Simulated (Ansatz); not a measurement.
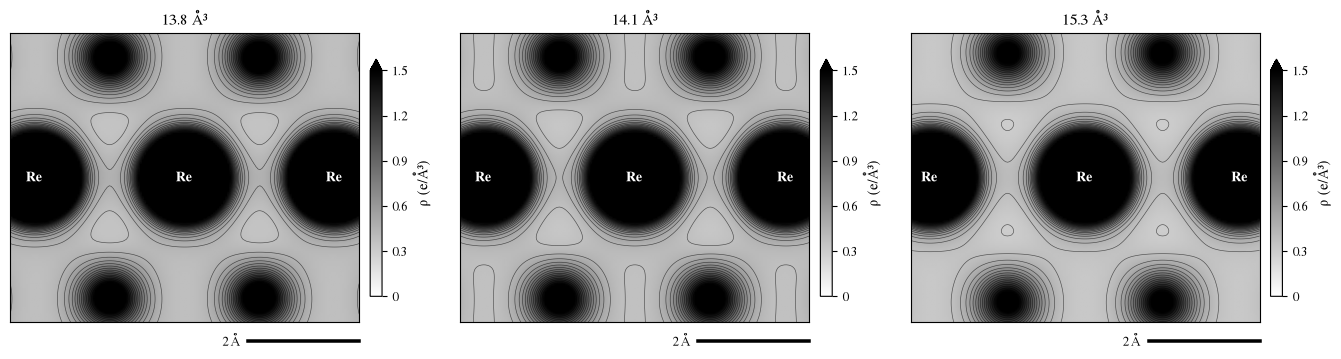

Re. The valence charge density (pseudo) of cells scaled evenly to different volumes (given per atom above each panel), on the (100) plane of each (indices in the axes of the cell below), at one length scale and on one colour scale.

The calculation used Ansatz, Kohn-Sham DFT of a periodic cell, r2SCAN, Ansatz PAW.

The density is the valence pseudo-density of a PAW calculation; it isn't the true density close to the nuclei.

The largest cell:

```
Re
1.0
     2.79713    0.00000    0.00000
    -1.39857    2.42239    0.00000
     0.00000    0.00000    4.51687
Re
2
Direct
  0.66667 0.33333 0.75000
  0.33333 0.66667 0.25000
```

| volume (Å³/atom) | Re–Re contact in the plane (Å) | ρ at its midpoint (e/Å³) | pressure (GPa) | 
| --- | --- | --- | --- |
| 13.83 | 2.704 | 0.458 | 26.8 | 
| 14.13 | 2.723 | 0.444 | 16.8 | 
| 15.01 | 2.779 | ? | ? | 
| 15.30 | 2.797 | 0.397 | −14.2 | 

Estimate the missing row, and compare with the calculation.

Over the known rows ln ρ falls by 1.53 per Å of Re–Re distance (a least-squares line), which gives 0.408 e/Å³ at 2.779 Å; the calculation gives 0.408 e/Å³. For the pressure, a straight line in volume between the neighbouring rows gives −6.5 GPa; the calculation gives −7.7, lower because pressure rises ever faster on compression.
